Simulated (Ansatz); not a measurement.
Input file:

```
crystal:
  lattice:
    - [3.0780369007, -5.3313163111, 0.0]
    - [-6.1560738114, 5.8e-09, 0.0]
    - [0.0, 0.0, -10.0756978007]
  atoms:
    - { symbol: Si, position: [0.3340580006, 0.1681172298, 0.0647724388], spin: 0.75 }
    - { symbol: Si, position: [0.8330686876, 0.1663797111, 0.062379598] }
    - { symbol: Si, position: [0.3353351343, 0.6686918774, 0.0623436963] }
    - { symbol: Si, position: [0.833083426, 0.668718517, 0.0623625567] }
    - { symbol: Si, position: [0.1672480828, 0.3343233723, 0.5624750867] }
    - { symbol: Si, position: [0.6665599906, 0.334338849, 0.5624524341] }
    - { symbol: Si, position: [0.1672250189, 0.8349831328, 0.5624910946] }
    - { symbol: Si, position: [0.6669742147, 0.8345446306, 0.5620709193] }
    - { symbol: Si, position: [0.493083191, 0.4866039674, 0.312573595], spin: 0.75 }
    - { symbol: Si, position: [1.0003529772, 0.5011770001, 0.3112579049] }
    - { symbol: Si, position: [0.4929268793, 1.0084835235, 0.3125680381], spin: 0.75 }
    - { symbol: Si, position: [1.0147117162, 1.0083613509, 0.3126979479], spin: 0.75 }
    - { symbol: Si, position: [-5.30028e-05, 0.000969611, 0.8123575575] }
    - { symbol: Si, position: [0.5007092951, 0.0009430445, 0.8123118438] }
    - { symbol: Si, position: [0.0004180961, 0.5012033846, 0.8125490679] }
    - { symbol: Si, position: [0.5007382996, 0.5018139707, 0.8123144407] }
    - { symbol: C, position: [0.8344479282, 0.1693983611, 0.2501018809] }
    - { symbol: C, position: [0.3321073268, 0.6670236135, 0.2500616104] }
    - { symbol: C, position: [0.8344715479, 0.6670803608, 0.2500844058] }
    - { symbol: C, position: [0.1669509074, 0.3347369551, 0.7504656808] }
    - { symbol: C, position: [0.6674394676, 0.3347395272, 0.7504450514] }
    - { symbol: C, position: [0.166913906, 0.8341885943, 0.7504780842] }
    - { symbol: C, position: [0.6671344301, 0.8345729274, 0.7489481377] }
    - { symbol: C, position: [0.5009394474, 0.502440271, 0.5015657798] }
    - { symbol: C, position: [1.0003504901, 0.5012279477, 0.4996761378] }
    - { symbol: C, position: [0.5008990561, 1.0005937944, 0.5015777328] }
    - { symbol: C, position: [0.9990823425, 1.0005737044, 0.5016260347] }
    - { symbol: C, position: [-0.0014462429, 0.0002882693, 0.998064617] }
    - { symbol: C, position: [0.5015431907, 0.0002208926, 0.9979958669] }
    - { symbol: C, position: [0.0004613835, 0.5012373693, 0.9994326837] }
    - { symbol: C, position: [0.5015897366, 0.5034399762, 0.9979730195] }
  host:
    lattice:
      - [3.0780369057, -2.9e-09, 0.0]
      - [-1.5390184503, 2.6656581556, 0.0]
      - [0.0, 0.0, 10.0756978007]
    atoms:
      - { symbol: Si, position: [0.6666666667, 0.3333333333, 0.9378298189] }
      - { symbol: Si, position: [0.3333333333, 0.6666666667, 0.4378298189] }
      - { symbol: Si, position: [0.0, 0.0, 0.687897774] }
      - { symbol: Si, position: [0.0, 0.0, 0.187897774] }
      - { symbol: C, position: [0.6666666667, 0.3333333333, 0.7498180172] }
      - { symbol: C, position: [0.3333333333, 0.6666666667, 0.2498180172] }
      - { symbol: C, position: [0.0, 0.0, 0.50045339] }
      - { symbol: C, position: [0.0, 0.0, 0.00045339] }
total_charge: -1
basis:
  ecutwfc: 420
  xc_grid: 2
kpoints:
  mp_grid: { grid: [2, 2, 2], shift: [0.0, 0.0, 0.0] }
hamiltonian:
  xc: pbesol
scf:
  occupations: { method: gaussian, width: 0.01 }
output:
  forces: true
  stress: false
  eigenvalues: true
  populations: true
  charged_corrections:
    defect_position: [0.33333333, 0.16666667, 0.25018198]
    epsilon: [[10.4049, 0.0, 0.0], [0.0, 10.4049, 0.0], [0.0, 0.0, 11.1031]]
  write_density: true
  write_potential: true
  elf: true
  volumetric_format: npy
magnetization:
  spin_polarized: true
relax:
  adjacent_minimum: "off"
  f_tol: 0.025
  max_steps: 45
```

Launched as:

```sh
ansatz run input.yaml --threads 4 --pin off --max-ram 8192MiB --backend cpu --events-out ev --progress --plain --runs-dir out
```

The fields are those of the relaxed geometry.

The program warned that a starting moment wasn't kept; spin-polarised.

Computed with Ansatz 0.2.0, DFT PBEsol, scalar-relativistic, plane waves, PAW.

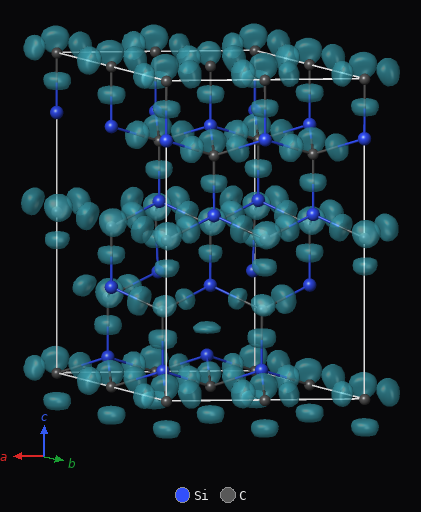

Si₁₆C₁₅ (cell charge −1, with a compensating background) (cell with a defect). Isosurface of the ELF at 0.85 (cyan), seen at an oblique angle. Only the valence region is drawn (cores and ρ < 0.01 e/Å³ removed). Sticks mark near contacts.

**Identify the bonds, lone pairs and shells in this picture.**

At this value the surface marks out 60 regions between bonded C–Si atoms and one lobe on Si, pointing away from the bonds (lone pairs), counted in one cell of 31 atoms. Any copies at cell faces, edges or corners count once.

Values along the shortest contacts:
Si–C (1.87 Å): the ELF peaks at about 0.95 between the atoms. Si–C (1.91 Å): the ELF peaks at about 0.90 between the atoms.
